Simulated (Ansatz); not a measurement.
The crystal is SiC (P6_3mc).

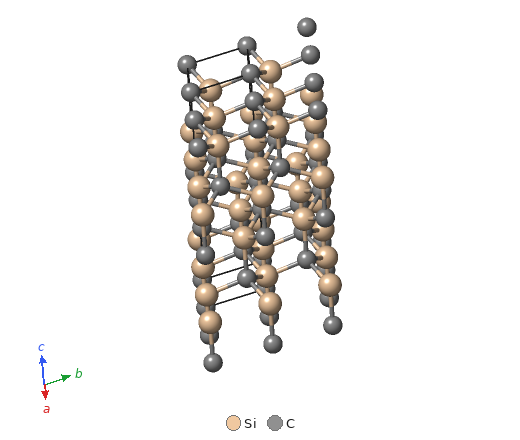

The structure (silicon light orange, carbon grey). Bonds to atoms that aren't drawn are left out. 3×2×1 cells are drawn. Some periodic images of atoms are drawn too.

```xyz
8
Lattice="3.0757 0.0000 0.0000 -1.5378 2.6636 0.0000 0.0000 0.0000 10.0706" Properties=species:S:1:pos:R:3 pbc="T T T"
Si    1.5378    0.8879    9.4447
Si    0.0000    1.7758    4.4094
Si    0.0000    0.0000    6.9275
Si    0.0000    0.0000    1.8922
C     1.5378    0.8879    7.5510
C     0.0000    1.7758    2.5157
C     0.0000    0.0000    5.0400
C     0.0000    0.0000    0.0046
```

The cell and positions are those that the Materials Project relaxed with its own functionals (PBE, PBE+U or r2SCAN), kept fixed. PAW set soft_2, made with PBE.

Gaps computed with Ansatz 0.2.0 without a self-energy: LDA 2.18 eV, PBE 2.23 eV, HSE06 3.14 eV and DDH-PBE0 3.14 eV. The mean ε∞ by PBE perturbation theory is 7.08.

**Question.** What gap should G0W0 on PBE give (6×6×2 mesh, 529 empty bands, screening to 200 eV, default PAW files)?

About 3.14 eV: on its mesh the run moves the gap from 2.22 eV by +0.91 eV. Among the scalar-relativistic levels given, HSE06 is nearest (+0.00 eV). One-shot corrections scale roughly with one over ε∞, here 0.14. Bands and cutoff are finite, so the gap is not at the basis limit. The miss can reach some tenths of an eV and take either sign; the mesh is an error of its own.

[Paths, hosts, dates, memory and timing lines, banners, echoed tables and standing remarks are left out of the program output.]

[Logs are printed without paths, hosts, clocks, repeated set-up lines and the standing remarks that a program may print on its own settings, such as how far it seeks lower states.]

[Runs of the session that timed out or met a known fault of the program may be left out.]

[Cells called generated may have been cut or substituted from an entry of the Crystallography Open Database or the Materials Project.]

[Hosts, paths, dates, database ids (printed as entryN), source tags and the programs' standing remarks are cut or masked in the printed files.]
